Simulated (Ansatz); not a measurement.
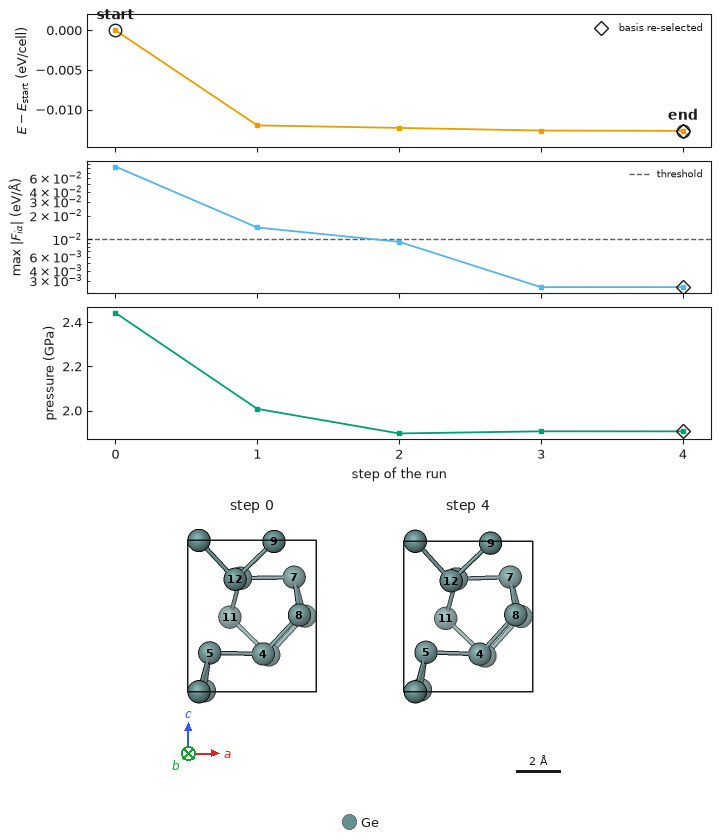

First and last geometry of a relaxation of crystalline Ge (set up in P4_32_12), with the history of the run. Style: ball-and-stick. Shown: the cell of the calculation, along the b axis.

Case: volume × 0.97, shape and atoms relaxed.

The calculation used Ansatz, DFT PBEsol, scalar-relativistic, plane waves, PAW.

Input file:
```yaml
crystal:
  lattice:
    - [5.8648621127, 0.0, 0.0]
    - [0.0, 5.8648621127, 0.0]
    - [0.0, 0.0, 6.9007363484]
  atoms:
    - { symbol: Ge, position: [0.0886848381, 0.0886848381, 0.0] }
    - { symbol: Ge, position: [0.4113151619, 0.5886848381, 0.75] }
    - { symbol: Ge, position: [0.9113151619, 0.9113151619, 0.5] }
    - { symbol: Ge, position: [0.5886848381, 0.4113151619, 0.25] }
    - { symbol: Ge, position: [0.1716473532, 0.369425063, 0.2567869356] }
    - { symbol: Ge, position: [0.130574937, 0.6716473532, 0.0067869356] }
    - { symbol: Ge, position: [0.8283526468, 0.630574937, 0.7567869356] }
    - { symbol: Ge, position: [0.869425063, 0.3283526468, 0.5067869356] }
    - { symbol: Ge, position: [0.6716473532, 0.130574937, -0.0067869356] }
    - { symbol: Ge, position: [0.630574937, 0.8283526468, 0.2432130644] }
    - { symbol: Ge, position: [0.3283526468, 0.869425063, 0.4932130644] }
    - { symbol: Ge, position: [0.369425063, 0.1716473532, 0.7432130644] }
basis:
  ecutwfc: 420
kpoints:
  mp_grid: { grid: [6, 6, 6] }
hamiltonian:
  xc: pbesol
scf:
  occupations: { method: gaussian, width: 0.02 }
output:
  forces: true
  stress: true
  eigenvalues: true
relax:
  adjacent_minimum: "off"
  f_tol: 0.01
  max_steps: 30
  cell: { stress_tol: 0.1, fix: [volume] }
```

Run as
```bash
ansatz run input.yaml --threads 2 --pin off --max-ram 5120MiB --backend cpu --events-out ev --progress --plain --runs-dir out
```

Q: Read the history and describe the run.

A: It converged. Over 3 accepted moves (4 points after the start) the energy falls by 12.7 meV per cell of the calculation. Largest force component: 0.084 eV/Å at the start, 0.0025 eV/Å at the end. Pressure: 2.44 GPa at the start and 1.91 GPa at the end. At 1 point the geometry stayed and the basis and grid were re-selected for the new cell (energy shift of less than 0.05 meV per cell of the calculation at most each time). The largest moves relative to the cell, 0.039 Å, are those of 8 atoms (Ge5, Ge6, Ge7, Ge8 and others). Ge11 goes along [−1 0 −3]. The drawn cell changes at constant volume: a = b 5.865 → 5.882 Å (+0.3 %), c 6.901 → 6.861 Å (−0.6 %). Some distances before and after: Ge1–Ge12 2.467 → 2.479 Å, Ge1–Ge6 2.459 → 2.468 Å, Ge10–Ge11 2.485 → 2.493 Å. The space group stays P4_32_12 (No. 96).

```json
{"step": "0", "E − E(0), meV/atom": "0.00", "largest force component, eV/Å": "0.0836", "pressure, GPa": "2.44", "note": ""}
{"step": "1", "E − E(0), meV/atom": "-1.00", "largest force component, eV/Å": "0.0141", "pressure, GPa": "2.01", "note": ""}
{"step": "2", "E − E(0), meV/atom": "-1.02", "largest force component, eV/Å": "0.0093", "pressure, GPa": "1.90", "note": ""}
{"step": "3", "E − E(0), meV/atom": "-1.05", "largest force component, eV/Å": "0.0025", "pressure, GPa": "1.91", "note": ""}
{"step": "4", "E − E(0), meV/atom": "-1.05", "largest force component, eV/Å": "0.0025", "pressure, GPa": "1.91", "note": "same geometry, new basis"}
```
